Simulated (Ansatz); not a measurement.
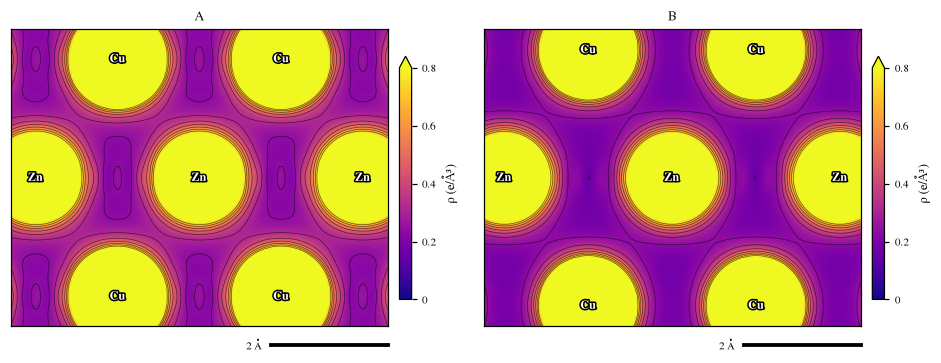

ZnCu. The valence electron density of two cells that differ in size and shape, on the (110) plane of each (indices in the axes of the calculation cell), at one length scale and on one colour scale: B has 13.7 Å³ an atom and A 11.5.

Space group P4/mmm; computed without spin polarisation.

Level of theory: DFT PBE, scalar-relativistic, plane waves, PAW (Ansatz 0.2.0).

In a PAW calculation such maps are meaningful between the atoms, not at the nuclei.

The larger cell:

```yaml
crystal:
  lattice:
    - [3.09225, 0.00000, 0.00000]
    - [0.00000, 3.09225, 0.00000]
    - [0.00000, 0.00000, 2.87138]
  atoms:
    - { symbol: Zn, position: [0.50000, 0.50000, 0.50000] }
    - { symbol: Cu, position: [0.00000, 0.00000, 0.00000] }
```

The smaller cell: a = 2.871 Å, b = 2.871 Å, c = 2.798 Å, α = 90.00°, β = 90.00°, γ = 90.00°.

What changes from the larger cell to the smaller?

From the larger cell to the smaller, Cu–Cu goes from 2.87 to 2.80 Å, and the density at its midpoint from 0.19 to 0.26 e/Å³; Zn–Zn goes from 2.87 to 2.80 Å, and the density at its midpoint from 0.16 to 0.25 e/Å³; Zn–Cu goes from 2.62 to 2.47 Å, and the density at its midpoint from 0.24 to 0.31 e/Å³; the pressure goes from −5 to 19 GPa.
